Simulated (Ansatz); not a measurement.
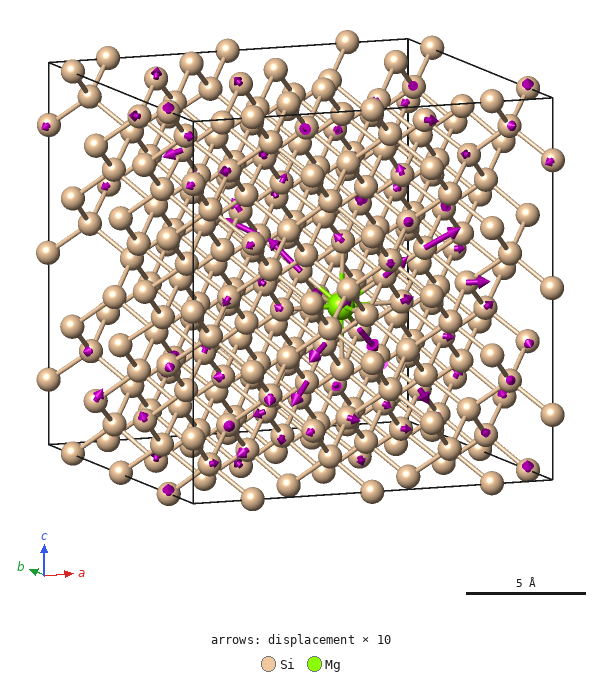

This is a relaxation of a defect cell of composition Si216Mg (cell charge −1). The starting structure is drawn; purple arrows show the displacements, 10 times their true length.

The picture is a ball-and-stick view of the cell of the calculation (origin shifted), seen slightly off an axis.

The calculation used Ansatz, DFT, PBEsol, PAW, plane waves. (plane-wave cutoff 420 eV; k-point mesh 1 × 1 × 1; mesh shifted by (0.25, 0.25, 0.25); collinear spin; atoms relaxed in a fixed cell; force threshold 0.03 eV/Å; at most 80 steps)

> Describe the change and its energy.

The energy falls by 2.529 eV per cell of the calculation in 3 geometry steps. The largest force component goes from 2 to 0.012 eV/Å. The largest move is that of a Si atom, 0.20 Å roughly along [−1 1 1]. Largest moves by element: Si 0.20 Å, Mg 0.07 Å. The cell stays as it was. Near-neighbour distances that change, for instance: Mg–Si 2.302 → 2.509 Å, Mg–Si 2.318 → 2.501 Å, Mg–Si 2.356 → 2.508 Å, Si–Si 2.297 → 2.428 Å. Bond angles that change, for instance: Si–Si–Si 108.9° → 115.2°, Si–Si–Si 108.1° → 114.1°, Si–Si–Si 109.9° → 115.3°. The program noted that the starting moments weren't kept. Cost: 20 s on 1 × NVIDIA GB200 with 8 threads of Arm Neoverse-V2, peak memory 3.1 GiB.

Limits of the set-up: the cell is charged, on a uniform background, and energies carry no finite-size correction.
